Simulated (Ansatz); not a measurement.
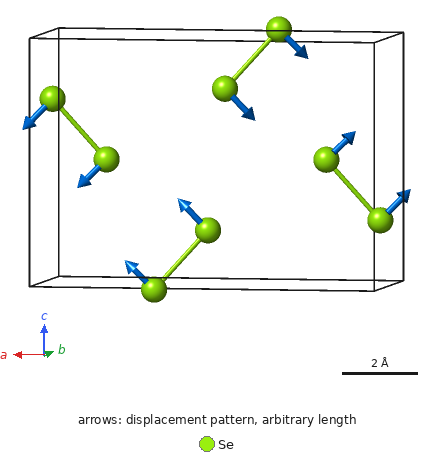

One vibrational mode of a crystal of Se (a generated structure) at the zone centre. Displacements are drawn as blue arrows; their common scale and sign are arbitrary. The picture is a ball-and-stick view of the cell of the calculation, seen from a free direction.

Theory: Ansatz 0.2.0, DFT PBE, scalar-relativistic, plane waves, PAW. Set-up: plane-wave cutoff 420 eV; k-point mesh 4 × 6 × 4; occupations fixed; no spin polarisation.

Frequencies are those without the non-analytic (LO–TO) term.

### What mode is this, and where does it lie in the spectrum?

This is the B₂g mode at 147 cm⁻¹, optical level 14 of 21, counted from below (1 lower level is imaginary, so the structure is unstable), Raman-active by symmetry. Whole molecular units slide against one another.
